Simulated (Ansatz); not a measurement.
# Ti4C3: what a guessed cell relaxes into, part 2 of 2

The task: take a trial cell of Ti4C3 to zero force and stress, then test the end with a random kick.

Ansatz 0.2.0; DFT PBE, scalar-relativistic, plane waves, PAW. The steps go on from the part before.

### Step 7. Random kick, then relaxation

Atoms are moved at random (σ = 0.1 Å a coordinate) and the cell is strained at random (σ = 1.5 % a component).

input.yaml reads:

```yaml
crystal:
  lattice:
    - [4.2912482546, 0.0101591111, 0.036181105]
    - [0.0101591111, 4.4372156498, -0.0267625239]
    - [0.036181105, -0.0267625239, 4.2420068042]
  atoms:
    - { symbol: Ti, position: [0.4857336656, 0.0119814293, -0.0037089949] }
    - { symbol: Ti, position: [0.0278082754, 0.4963386276, -0.0075811161] }
    - { symbol: Ti, position: [-0.0251977018, -0.0164781293, 0.4980654324] }
    - { symbol: Ti, position: [0.4783107488, 0.548153105, 0.5064976465] }
    - { symbol: C, position: [-0.0078270444, 0.5045539357, 0.5103399173] }
    - { symbol: C, position: [0.5461921279, -0.0101808425, 0.53210768] }
    - { symbol: C, position: [0.4949799284, 0.4656318743, -0.0357205653] }
basis:
  ecutwfc: 420
kpoints:
  mp_grid: { grid: [6, 6, 6] }
hamiltonian:
  xc: pbe
scf:
  occupations: { method: gaussian, width: 0.2 }
  lower_state_search: "off"
output:
  forces: true
  stress: true
  eigenvalues: true
relax:
  adjacent_minimum: "off"
  f_tol: 0.025
  max_steps: 60
  cell: { stress_tol: 0.25 }
```

Run with:

```bash
$ ansatz run input.yaml --threads 4 --pin off --max-ram 8192MiB --backend cpu --events-out ev --progress --plain --runs-dir out
```

Output:

```text
Warning: RAYON_NUM_THREADS=4 ignored (pool sized by the plan → 4); use --threads N
Engine: ansatz 0.2.0, x86_64-unknown-linux-gnu
Pseudopotentials: kind: paw
Pseudopotential: Ti, paw, valence charge 12, recommended cutoff 420 eV (normal), Ti.paw.azcp
Pseudopotential: C, paw, valence charge 4, recommended cutoff 420 eV (normal), C.paw.azcp
Functional definition: PBE
  parameter kappa = 0.804
  parameter beta = 0.06672455060314922
  exchange = pbe_x(kappa = kappa, mu = beta*pi^2/3)
  correlation = pbe_c(beta = beta)
Crystal: 7 atoms, lattice volume = 80.764 Å³
Basis set: ecut = 420 eV, 1589 PW (Γ), exchange–correlation on 60×60×60 points (8 copies of the dense FFT grid, shifted against one another)
Bands: 37, of which v1, the nominal top of the filled ones, is band 30 counted from 1 (29 counted from 0)
Symmetry: 1 space group operations
Space group: P1 (ITA 1), of the structure as read, at distance tolerance 4.3e-5 Å
k-points: 112 of 216 (time reversal used)
Non-local potential: Ti, projectors of the file, l = 0: 3, l = 1: 2, l = 2: 3, l = 3: 1
Non-local potential: C, projectors of the file, l = 0: 2, l = 1: 2, l = 2: 1
PAW form: soft (Blöchl's): semilocal exchange-correlation on the pseudo side does not see the compensation charge
PAW one-centre angular grid: Ti, 590 points (default); XC on 64 Gauss nodes
PAW one-centre angular grid: C, 110 points (default); XC on 64 Gauss nodes
Initial density: superposition of atomic densities (neutral atoms: chi_scale 0, normalization atom), corrected by the library's trained network
Initial wavefunctions: pseudopotential atomic-orbital guess
Functional: x = pbe(κ = 0.804, μ = 0.2195149727645171), c = pbe(β = 0.06672455060314922)
SCF iter   1: F=—  HF=-10754.677180 eV  |F-HF|=—  |Δ(HF+E_count)|=         —  Δρ=8.48e-3  dr2=4.77e-2  ethr=1.77e-3  ⟨swp⟩=4.3  Hψ=15734  notcnv=0
preconditioner: auto → Kerker (q_TF=auto, 2.596 Å⁻¹)  [metal: Δε(μ)=0.012 eV  Ē_g=5.837 eV  σ=0.200 eV  W_gap=0.04  n_scr=26 (ndim 8)  ℏωp=21.9 eV  f_vac=0.000  D(μ)=1.77/eV (n_scr^D=6)]
SCF iter   2: F=—  HF=-10754.672119 eV  |F-HF|=—  |Δ(HF+E_count)|=   5.06e-3  Δρ=5.09e-3  dr2=1.97e-2  ethr=7.94e-5  ⟨swp⟩=1.1  Hψ=5047  notcnv=0
SCF iter   3: F=—  HF=-10754.668531 eV  |F-HF|=—  |Δ(HF+E_count)|=   3.59e-3  Δρ=8.92e-4  dr2=1.25e-3  ethr=3.28e-5  ⟨swp⟩=2.3  Hψ=5236  notcnv=0
SCF iter   4: F=—  HF=-10754.668206 eV  |F-HF|=—  |Δ(HF+E_count)|=   3.24e-4  Δρ=3.57e-4  dr2=1.64e-4  ethr=2.08e-6  ⟨swp⟩=2.1  Hψ=5256  notcnv=0
SCF iter   5: F=—  HF=-10754.668161 eV  |F-HF|=—  |Δ(HF+E_count)|=   4.54e-5  Δρ=1.22e-4  dr2=1.30e-5  ethr=2.74e-7  ⟨swp⟩=2.0  Hψ=5517  notcnv=0
SCF iter   6: F=—  HF=-10754.668065 eV  |F-HF|=—  |Δ(HF+E_count)|=   9.55e-5  Δρ=3.20e-5  dr2=9.66e-7  ethr=2.16e-8  ⟨swp⟩=2.4  Hψ=6905  notcnv=0
SCF iter   7: F=-10754.668065 eV  HF=-10754.668065 eV  |F-HF|=3.20e-8  |Δ(HF+E_count)|=   3.60e-8  Δρ=7.86e-6  dr2=6.27e-8  ethr=1.67e-10  ⟨swp⟩=7.5  Hψ=16443  notcnv=0
SCF 1 converged in 7 iterations: F = -10754.668065 eV  dr2 = 6.27e-8
relax step   1: F+E_penalty+E_count = -10754.66806541 eV  Δ(F+E_penalty+E_count) = +0.000e0 eV  max|allowed force component| = 3.814e0 eV/Å  Δτ_max = 0.0000 Å  P = +9.060 GPa  Ω = 80.764 Å³  (7 SCF iters, dr2 threshold 1.00e-7 eV, accepted)
Crystal: 7 atoms, lattice volume = 80.724 Å³
Basis set: ecut = 420 eV, 1577 PW (Γ), exchange–correlation on 60×60×60 points (8 copies of the dense FFT grid, shifted against one another)
Initial density: handed on by an earlier stage of this run
Initial wavefunctions: those handed on with the density
iter 1 solved again at ethr=6.96e-4 eV; its pass at ethr=3.10e-3 eV (dr2=4.18e-1 eV) is discarded
SCF iter   1: F=—  HF=-10755.991368 eV  |F-HF|=—  |Δ(HF+E_count)|=         —  Δρ=2.18e-2  dr2=4.18e-1  ethr=6.96e-4  ⟨swp⟩=1.0  Hψ=25863  notcnv=0
preconditioner: auto → Kerker (q_TF=auto, 2.597 Å⁻¹)  [metal: Δε(μ)=0.039 eV  Ē_g=5.858 eV  σ=0.200 eV  W_gap=0.11  n_scr=26 (ndim 8)  ℏωp=21.9 eV  f_vac=0.000  D(μ)=1.62/eV (n_scr^D=6)]
SCF iter   2: F=—  HF=-10755.917388 eV  |F-HF|=—  |Δ(HF+E_count)|=   7.40e-2  Δρ=1.21e-2  dr2=1.57e-1  ethr=6.96e-4  ⟨swp⟩=1.0  Hψ=4144  notcnv=0
SCF iter   3: F=—  HF=-10755.873285 eV  |F-HF|=—  |Δ(HF+E_count)|=   4.41e-2  Δρ=1.77e-3  dr2=5.33e-3  ethr=2.61e-4  ⟨swp⟩=2.0  Hψ=5676  notcnv=0
SCF iter   4: F=—  HF=-10755.872036 eV  |F-HF|=—  |Δ(HF+E_count)|=   1.25e-3  Δρ=6.64e-4  dr2=4.28e-4  ethr=8.89e-6  ⟨swp⟩=2.0  Hψ=5507  notcnv=0
SCF iter   5: F=—  HF=-10755.871742 eV  |F-HF|=—  |Δ(HF+E_count)|=   2.94e-4  Δρ=1.62e-4  dr2=2.35e-5  ethr=7.13e-7  ⟨swp⟩=2.0  Hψ=5506  notcnv=0
SCF iter   6: F=—  HF=-10755.871740 eV  |F-HF|=—  |Δ(HF+E_count)|=   2.15e-6  Δρ=4.53e-5  dr2=1.54e-6  ethr=3.92e-8  ⟨swp⟩=2.0  Hψ=5945  notcnv=0
SCF iter   7: F=-10755.871740 eV  HF=-10755.871740 eV  |F-HF|=5.19e-8  |Δ(HF+E_count)|=   4.07e-8  Δρ=1.08e-5  dr2=9.81e-8  ethr=1.17e-9  ⟨swp⟩=6.7  Hψ=17430  notcnv=0
SCF 2 converged in 7 iterations: F = -10755.871740 eV  dr2 = 9.81e-8
relax step   2: F+E_penalty+E_count = -10755.87173992 eV  Δ(F+E_penalty+E_count) = -1.204e0 eV  max|allowed force component| = 2.357e0 eV/Å  Δτ_max = 0.1964 Å  P = +2.270 GPa  Ω = 80.724 Å³  energy of the carried Pulay correction = +4.999e-5 eV  (7 SCF iters, dr2 threshold 7.00e-7 eV, accepted)
Crystal: 7 atoms, lattice volume = 80.434 Å³
Basis set: ecut = 420 eV, 1563 PW (Γ), exchange–correlation on 60×60×60 points (8 copies of the dense FFT grid, shifted against one another)
iter 1 solved again at ethr=8.52e-4 eV; its pass at ethr=3.10e-3 eV (dr2=5.11e-1 eV) is discarded
SCF iter   1: F=—  HF=-10756.650960 eV  |F-HF|=—  |Δ(HF+E_count)|=         —  Δρ=2.35e-2  dr2=5.15e-1  ethr=8.52e-4  ⟨swp⟩=1.0  Hψ=23993  notcnv=0
preconditioner: auto → Kerker (q_TF=auto, 2.598 Å⁻¹)  [metal: Δε(μ)=0.056 eV  Ē_g=5.892 eV  σ=0.200 eV  W_gap=0.16  n_scr=26 (ndim 8)  ℏωp=21.9 eV  f_vac=0.000  D(μ)=1.61/eV (n_scr^D=6)]
SCF iter   2: F=—  HF=-10756.529765 eV  |F-HF|=—  |Δ(HF+E_count)|=   1.21e-1  Δρ=1.29e-2  dr2=1.81e-1  ethr=8.52e-4  ⟨swp⟩=1.4  Hψ=4283  notcnv=0
SCF iter   3: F=—  HF=-10756.463938 eV  |F-HF|=—  |Δ(HF+E_count)|=   6.58e-2  Δρ=2.30e-3  dr2=5.74e-3  ethr=3.02e-4  ⟨swp⟩=2.0  Hψ=5636  notcnv=0
SCF iter   4: F=—  HF=-10756.462578 eV  |F-HF|=—  |Δ(HF+E_count)|=   1.36e-3  Δρ=8.52e-4  dr2=5.05e-4  ethr=9.57e-6  ⟨swp⟩=2.0  Hψ=5655  notcnv=0
SCF iter   5: F=—  HF=-10756.462311 eV  |F-HF|=—  |Δ(HF+E_count)|=   2.67e-4  Δρ=1.60e-4  dr2=1.96e-5  ethr=8.41e-7  ⟨swp⟩=2.2  Hψ=5886  notcnv=0
SCF iter   6: F=—  HF=-10756.462309 eV  |F-HF|=—  |Δ(HF+E_count)|=   2.30e-6  Δρ=5.13e-5  dr2=1.84e-6  ethr=3.26e-8  ⟨swp⟩=2.0  Hψ=6779  notcnv=0
SCF iter   7: F=-10756.462309 eV  HF=-10756.462309 eV  |F-HF|=1.08e-7  |Δ(HF+E_count)|=   8.02e-8  Δρ=1.33e-5  dr2=1.55e-7  ethr=1.17e-9  ⟨swp⟩=6.8  Hψ=18329  notcnv=0
SCF 3 converged in 7 iterations: F = -10756.462309 eV  dr2 = 1.55e-7
relax step   3: F+E_penalty+E_count = -10756.46230908 eV  Δ(F+E_penalty+E_count) = -5.906e-1 eV  max|allowed force component| = 3.544e-2 eV/Å  Δτ_max = 0.1867 Å  P = -0.998 GPa  Ω = 80.434 Å³  energy of the carried Pulay correction = +4.203e-4 eV  (7 SCF iters, dr2 threshold 7.00e-7 eV, accepted)
Crystal: 7 atoms, lattice volume = 80.100 Å³
Basis set: ecut = 420 eV, 1551 PW (Γ), exchange–correlation on 60×60×60 points (8 copies of the dense FFT grid, shifted against one another)
iter 1 solved again at ethr=2.56e-6 eV; its pass at ethr=3.10e-3 eV (dr2=1.54e-3 eV) is discarded
SCF iter   1: F=—  HF=-10756.465473 eV  |F-HF|=—  |Δ(HF+E_count)|=         —  Δρ=1.13e-3  dr2=1.34e-3  ethr=2.56e-6  ⟨swp⟩=2.1  Hψ=21675  notcnv=0
preconditioner: auto → Kerker (q_TF=auto, 2.600 Å⁻¹)  [metal: Δε(μ)=0.103 eV  Ē_g=5.879 eV  σ=0.200 eV  W_gap=0.28  n_scr=26 (ndim 8)  ℏωp=22.0 eV  f_vac=0.000  D(μ)=1.63/eV (n_scr^D=6)]
SCF iter   2: F=—  HF=-10756.465255 eV  |F-HF|=—  |Δ(HF+E_count)|=   2.18e-4  Δρ=4.35e-4  dr2=1.90e-4  ethr=2.23e-6  ⟨swp⟩=2.0  Hψ=4978  notcnv=0
SCF iter   3: F=—  HF=-10756.465011 eV  |F-HF|=—  |Δ(HF+E_count)|=   2.44e-4  Δρ=1.21e-4  dr2=1.53e-5  ethr=3.16e-7  ⟨swp⟩=2.0  Hψ=5143  notcnv=0
SCF iter   4: F=—  HF=-10756.465007 eV  |F-HF|=—  |Δ(HF+E_count)|=   3.72e-6  Δρ=3.47e-5  dr2=1.21e-6  ethr=2.54e-8  ⟨swp⟩=2.0  Hψ=5281  notcnv=0
iter 5 did not close the SCF: its close was put off for the readings that it lacked (scf_convergence_deferred on its scf_iter line)
SCF iter   5: F=-10756.465007 eV  HF=-10756.465007 eV  |F-HF|=4.11e-8  |Δ(HF+E_count)|=   3.08e-7  Δρ=9.50e-6  dr2=8.16e-8  ethr=2.01e-9  ⟨swp⟩=2.0  Hψ=5546  notcnv=0
SCF iter   6: F=-10756.465007 eV  HF=-10756.465007 eV  |F-HF|=5.54e-9  |Δ(HF+E_count)|=   1.46e-8  Δρ=2.49e-6  dr2=7.15e-9  ethr=1.36e-10  ⟨swp⟩=2.3  Hψ=14437  notcnv=0
SCF 4 converged in 6 iterations: F = -10756.465007 eV  dr2 = 7.15e-9
relax step   4: F+E_penalty+E_count = -10756.46500702 eV  Δ(F+E_penalty+E_count) = -2.698e-3 eV  max|allowed force component| = 2.513e-3 eV/Å  Δτ_max = 0.0025 Å  P = -0.099 GPa  Ω = 80.100 Å³  energy of the carried Pulay correction = +8.463e-4 eV  (6 SCF iters, dr2 threshold 7.00e-7 eV, accepted)
Initial wavefunctions: pseudopotential atomic-orbital guess (no wavefunctions were taken with the density)
iter 1 solved again at ethr=4.19e-8 eV; its pass at ethr=3.10e-3 eV (dr2=2.52e-5 eV) is discarded
SCF iter   1: F=—  HF=-10756.464937 eV  |F-HF|=—  |Δ(HF+E_count)|=         —  Δρ=1.60e-4  dr2=1.15e-6  ethr=4.19e-8  ⟨swp⟩=3.9  Hψ=26090  notcnv=0
preconditioner: auto → Kerker (q_TF=auto, 2.600 Å⁻¹)  [metal: Δε(μ)=0.102 eV  Ē_g=5.872 eV  σ=0.200 eV  W_gap=0.28  n_scr=26 (ndim 8)  ℏωp=22.0 eV  f_vac=0.000  D(μ)=1.64/eV (n_scr^D=6)]
SCF iter   2: F=—  HF=-10756.464766 eV  |F-HF|=—  |Δ(HF+E_count)|=   1.71e-4  Δρ=8.35e-5  dr2=3.32e-7  ethr=1.92e-9  ⟨swp⟩=2.1  Hψ=7484  notcnv=0
SCF iter   3: F=—  HF=-10756.464776 eV  |F-HF|=—  |Δ(HF+E_count)|=   9.82e-6  Δρ=7.20e-6  dr2=2.83e-8  ethr=5.53e-10  ⟨swp⟩=2.0  Hψ=5672  notcnv=0
SCF iter   4: F=—  HF=-10756.464776 eV  |F-HF|=—  |Δ(HF+E_count)|=   1.18e-8  Δρ=2.19e-6  dr2=2.47e-9  ethr=4.72e-11  ⟨swp⟩=2.0  Hψ=5192  notcnv=0
iter 5 did not close the SCF: its close was put off for the readings that it lacked (scf_convergence_deferred on its scf_iter line)
SCF iter   5: F=-10756.464776 eV  HF=-10756.464776 eV  |F-HF|=9.28e-11  |Δ(HF+E_count)|=   1.52e-9  Δρ=5.16e-7  dr2=1.10e-10  ethr=4.12e-12  ⟨swp⟩=2.0  Hψ=5342  notcnv=0
SCF iter   6: F=-10756.464776 eV  HF=-10756.464776 eV  |F-HF|=1.82e-12  |Δ(HF+E_count)|=  1.31e-10  Δρ=8.37e-8  dr2=9.30e-12  ethr=1.00e-12  ⟨swp⟩=2.0  Hψ=10220  notcnv=0
SCF 5 converged in 6 iterations: F = -10756.464776 eV  dr2 = 9.30e-12
relax step   5: F+E_penalty+E_count = -10756.46477609 eV  Δ(F+E_penalty+E_count) = +2.309e-4 eV  max|allowed force component| = 2.519e-3 eV/Å  Δτ_max = 0.0000 Å  P = -0.101 GPa  Ω = 80.100 Å³  stress off target by 1.59e-1 GPa  SCF on the basis re-selected at this cell (its energy is not comparable with the rows above)  (6 SCF iters)
basis re-selected at this cell: Δ(F+E_penalty+E_count) = +2.309e-4 eV, ΔP = -0.002 GPa vs the last step (what re-selecting the basis moved, of the pressure what is left beyond the Pulay correction that the steps carried, after the strain that the cell walked since its last selection, with what the two solves' SCF thresholds leave and, on support functions, any second-order correction that the steps lacked; it is no measure of the basis error at this ecutwfc). This SCF's stress stands 1.59e-1 GPa from its target on what of the cell is left free (relax.cell.stress_tol is 2.50e-1 GPa) and its largest allowed force component is 2.52e-3 eV/Å (relax.f_tol is 2.50e-2 eV/Å): within both
SCF converged after 6 iterations
Free energy (F): -10756.464776 eV
Harris-Foulkes:  -10756.464776 eV  (|F-HF|=1.82e-12)
Internal energy: -10756.431921 eV  (E = F + TS)
E sigma→0 (E₀):  -10756.448349 eV
Entropy (-TS):   -0.032855 eV (-4.694 meV/atom)
Fermi energy:    14.165057 eV
--- Per-component energies (eV) ---
  E_band       = -516.596763
  E_kinetic    = 1357.962100
  E_local      = -3271.242961  (includes V_loc(G=0)·N_el)
  E_nonlocal   = 103.926166
  E_hartree    = 1331.222472
  E_xc         = -539.210671
  E_vxc        = -673.552591  (∫ρ·V_xc dr)
  E_paw        = -4483.143087  (= ΣΔE_a)
  E_vpaw       = -696.134912  (= ΣTr[D̂ρ^β])
  E_aug_tail   = 0.000595  (compensation charges beyond the density's cutoff)
  E_ewald      = -5255.946536
  E_smearing   = -0.032855  (= −TS)
  E_closure    = -0.000000  (closes the sum)
  Σ components = -10756.464776   (vs F -10756.464776, Δ=0.00e0)
--- Forces (eV/Å), atoms counted from 1 ---
  atom   1  Ti     0.00131900     0.00118175    -0.00110780
  atom   2  Ti    -0.00212679     0.00033976    -0.00018368
  atom   3  Ti     0.00030549     0.00028193    -0.00014986
  atom   4  Ti     0.00155818    -0.00068442     0.00006733
  atom   5  C      0.00066535    -0.00019992     0.00032464
  atom   6  C     -0.00251872    -0.00087933     0.00133185
  atom   7  C      0.00079749    -0.00003977    -0.00028250
  max |Σ_I F_I| component: 1.72e-8 eV/Å
--- Stress (GPa, compression-positive) ---
       -0.073281      -0.004270      -0.022167
       -0.004270      -0.156997       0.013735
       -0.022167       0.013735      -0.071985
  P = ⅓ Tr σ = -0.1008 GPa (-1.008 kbar)
--- Band table (eV; the first three rows and the last of 112) ---
  k-point 0: bands = ["-42.6276", "-42.5445", "-42.5437", "-42.4248", "-19.0798", "-19.0798", "-19.0798", "-18.8200", "-18.8196", "-18.8195", "-18.7960", "-18.7959", "-18.7955", "-18.6124", "-18.6121", "-18.6120", "1.9016", "3.7786", "3.7791", "11.0442", "11.0466", "11.0471", "11.2698", "12.4096", "12.4096", "12.4100", "13.9219", "13.9227", "13.9237", "14.7239", "14.7251", "14.7269", "14.9695", "14.9702", "14.9715", "15.8200", "15.8218"]
  k-point 1: bands = ["-42.6217", "-42.5487", "-42.5439", "-42.4262", "-19.0624", "-19.0623", "-19.0535", "-18.8300", "-18.8296", "-18.8215", "-18.7999", "-18.7932", "-18.7930", "-18.6413", "-18.6230", "-18.6227", "2.0972", "3.8101", "3.9163", "10.5650", "10.9902", "10.9927", "11.5539", "12.1284", "12.1293", "12.5351", "13.0058", "13.4566", "14.0492", "14.0496", "14.4519", "14.4521", "14.5318", "15.6428", "15.6430", "15.8811", "16.3667"]
  k-point 2: bands = ["-42.6065", "-42.5612", "-42.5439", "-42.4290", "-19.0154", "-19.0154", "-18.9809", "-18.8741", "-18.8739", "-18.8255", "-18.8181", "-18.7705", "-18.7704", "-18.7095", "-18.6492", "-18.6490", "2.6026", "3.7712", "4.2228", "10.0128", "10.8836", "10.8858", "11.5240", "11.7315", "11.7613", "11.7628", "12.2956", "12.8925", "13.7009", "13.7013", "14.0413", "14.9459", "14.9462", "15.9063", "16.0428", "16.4195", "16.4198"]
  k-point 111: bands = ["-42.5686", "-42.5686", "-42.5674", "-42.4352", "-19.1355", "-19.1350", "-19.1349", "-19.1248", "-18.7565", "-18.7561", "-18.6934", "-18.6931", "-18.6930", "-18.6179", "-18.6175", "-18.6174", "5.0445", "5.0448", "5.0456", "8.0673", "8.6401", "8.6404", "8.6407", "10.9923", "10.9930", "10.9934", "11.0350", "11.0354", "14.2029", "14.2045", "14.2060", "14.2468", "16.8716", "16.8724", "16.8734", "16.9052", "16.9068"]
--- Relaxed structure (4 steps of the walk, 4 accepted, 1 SCFs on fresh bases) ---
  F+E_penalty+E_count = -10756.46477609 eV   max|allowed force component| = 2.519e-3 eV/Å   (the final SCF, on the basis selected at the relaxed cell)
  cell:  # Å, volume = 80.1004 Å³
    - [4.3103244503399205, 7.483152517713803e-5, 0.00038871002258639153]
    - [7.448690171575354e-5, 4.311383352023509, -0.00024207479238343155]
    - [0.00038448617456698225, -0.00023818431064133797, 4.310307922252589]
  atoms:
    - { symbol: Ti, position: [0.4999684376101455, -1.652757021084452e-5, 1.1598109795045071e-5] }
    - { symbol: Ti, position: [2.3925254158913634e-5, 0.4999880200466378, 4.989068769150255e-7] }
    - { symbol: Ti, position: [-1.4346710821629708e-6, 9.312708243549753e-7, 0.5000075207110068] }
    - { symbol: Ti, position: [0.4999836273665436, 0.5000105813022078, 0.5000002821945613] }
    - { symbol: C, position: [-1.2047311942429348e-5, 0.5000055043497112, 0.4999967553341853] }
    - { symbol: C, position: [0.5000501378886016, 1.4916199260310025e-5, 0.49997872819383543] }
    - { symbol: C, position: [0.4999873537635748, 0.4999965745015694, 4.616449739063957e-6] }
```

Wall time 40 s (4 threads of Intel Xeon Platinum 8259CL at 2.50GHz (Skylake/Cascade Lake), shared host); peak memory 0.64 GiB.

The steps of the relaxation:

| step | E - E(step 1) (eV/cell) | largest force component (eV/Å) | pressure (GPa) | volume (Å³) |
| --- | --- | --- | --- | --- |
| 1 | 0.0000 | 3.8143 | 9.06 | 80.76 |
| 2 | -1.2037 | 2.3568 | 2.27 | 80.72 |
| 3 | -1.7942 | 0.0354 | -1.00 | 80.43 |
| 4 | -1.7969 | 0.0025 | -0.10 | 80.10 |
| 5 | -1.7967 | 0.0025 | -0.10 | 80.10 |

Step 1 is the start. Step 5 repeats the geometry before it on a plane-wave basis chosen anew for that cell, so its energy need not be comparable with the rows above.

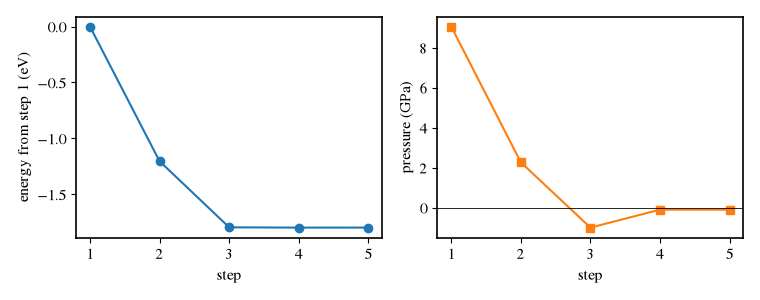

Energy and pressure along the relaxation.

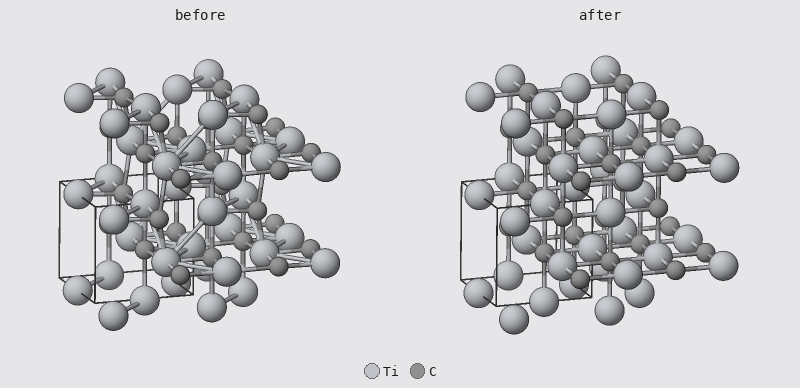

The structure before (left) and after (right) the relaxation, drawn at the same scale.

|  | before | after | change |
| --- | --- | --- | --- |
| a (Å) | 4.291 | 4.310 | +0.4 % |
| b (Å) | 4.437 | 4.311 | -2.8 % |
| c (Å) | 4.242 | 4.310 | +1.6 % |
| α (°) | 90.71 | 90.01 | -0.8 % |
| β (°) | 89.03 | 89.99 | +1.1 % |
| γ (°) | 89.74 | 90.00 | +0.3 % |
| volume (Å³/atom) | 11.54 | 11.44 | -0.8 % |
| shortest distance (Å) | 1.843 | 2.155 | +16.9 % |
| space group (0.01 Å) | P1 | Pm-3m | changed |

Against the unmoved cell on the same mesh the energy changed by 0.0 meV/atom and the volume by +0.0 %. At a tolerance of 0.1 Å, which suits this loose relaxation, its space group is Pm-3m.

### Step 8. Results

What follows sums up all 2 parts.

| quantity | value |
| --- | --- |
| symmetry at the end (tolerance 0.05 Å) | space group Pm-3m (No. 221) |
| conventional cell | a = 4.310 Å, b = 4.310 Å, c = 4.310 Å, α = 90.00°, β = 90.00°, γ = 90.00° |
| volume | 11.44 Å³/atom |
| energy over the elements | -0.70 eV/atom |
| gap on the mesh | none (metal) |

In words: The space group Pm-3m (No. 221) is kept, at nearly the size of the first guess. A negative formation energy is needed for stability but isn't enough; other structures and compounds were not set against it here. The kicked cell came back to the same energy, so the end is stable against the distortions that fit this cell and this draw; modes that don't fit the cell aren't tested. Other magnetic orders were not searched.
